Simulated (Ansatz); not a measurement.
**Si₂Mo: density, localisation and related maps**

Input

```
crystal:
  lattice:
    - [-1.5950350805, 1.5950350805, 3.910692]
    - [1.5950350805, -1.5950350805, 3.910692]
    - [1.5950350805, 1.5950350805, -3.910692]
  atoms:
    - { symbol: Si, position: [0.3350596655, 0.319386029, -0.0156736365] }
    - { symbol: Si, position: [0.6649403345, 0.680613971, 0.0156736365] }
    - { symbol: Mo, position: [0.0, 0.0, 0.0] }
basis:
  ecutwfc: 420
kpoints:
  mp_grid: { grid: [20, 20, 20] }
hamiltonian:
  xc: pbesol
scf:
  occupations: { method: gaussian, width: 0.15 }
output:
  forces: true
  stress: true
  eigenvalues: true
  write_density: true
  write_potential: true
  elf: true
  volumetric_format: npy
```

Command:

```sh
ansatz run input.yaml --threads 2 --pin off --max-ram 5120MiB --backend cpu --events-out ev --progress --plain --runs-dir out
```

Below, planes, directions and counts refer to the conventional cell (a = 8.45 Å, b = 3.19 Å, c = 3.19 Å, α = 90.00°, β = 112.19°, γ = 90.00°).

Space group C2/m; not relaxed (largest force 0.6 eV/Å); computed without spin polarisation.

Computed with Ansatz 0.2.0, DFT PBEsol, scalar-relativistic, plane waves, PAW.

In a PAW calculation such maps are meaningful between the atoms, not at the nuclei.

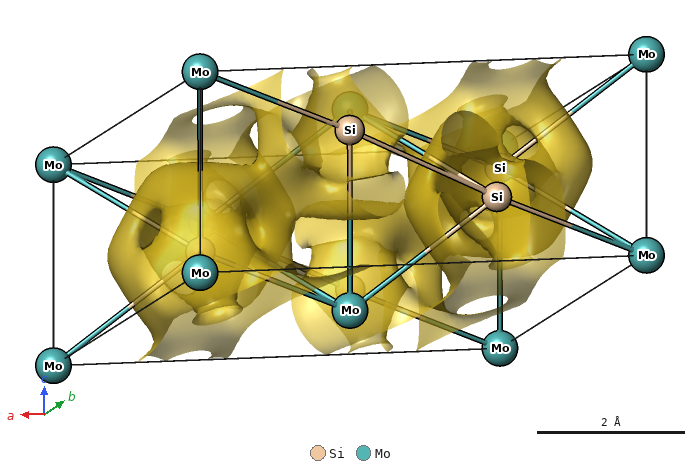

Figure 1. Isosurface of the electron localisation function at 0.55 (yellow), seen at an oblique angle. Only the valence region is drawn (cores and ρ < 0.01 e/Å³ removed). Sticks mark near contacts.

### Where are the electrons localised?

The ELF exceeds this value in sheets that run through the cell in two directions, counted in one cell of 6 atoms. Any copies at cell faces, edges or corners count once.


Si–Si (2.56 Å): the ELF peaks at about 0.70 between the atoms. Si–Mo (2.57 Å): the ELF peaks at about 0.70 in the valence shell of Si, 0.9 Å from its nucleus, and is about 0.40 at the midpoint.

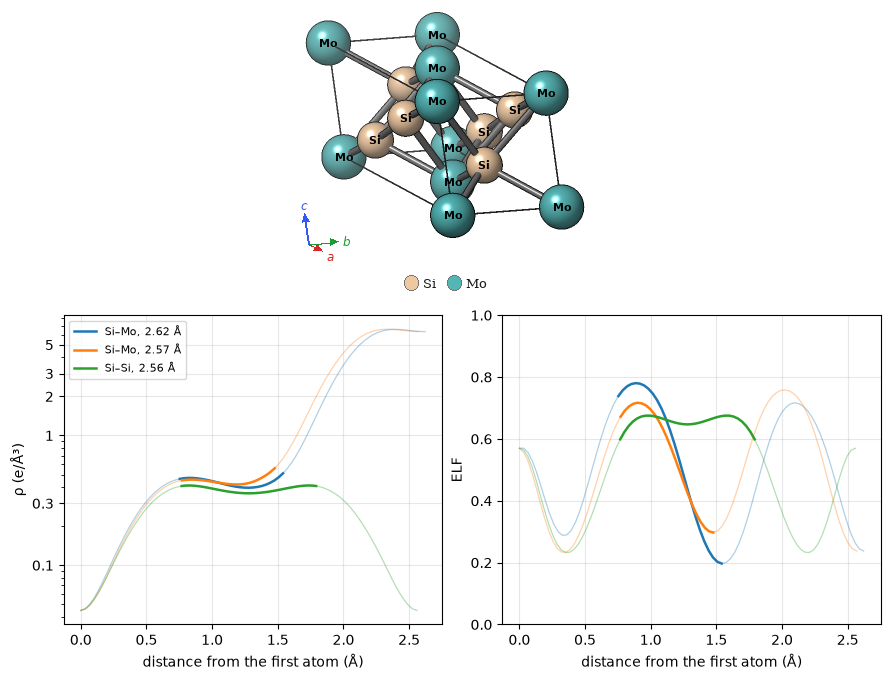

Figure 2. Valence electron density and electron localisation function along straight lines between neighbouring atoms. Thin, pale parts lie inside the atomic spheres. The structure is drawn too.

### Compare the contacts.

Si–Mo (2.62 Å): ρ is about 0.4 e/Å³ halfway; the ELF peaks at about 0.80 in the valence shell of Si, 0.9 Å from its nucleus, and is about 0.40 at the midpoint.
Si–Mo (2.57 Å): the density is about 0.43 e/Å³ at the midpoint; the ELF peaks at about 0.70 in the valence shell of Si, 0.9 Å from its nucleus, and is about 0.40 at the midpoint.
Si–Si (2.56 Å): the density is about 0.36 e/Å³ at the midpoint; the ELF peaks at about 0.70 between the atoms.

### Does the calculation give a band gap?

It is gapless in this calculation (a metal or semimetal).
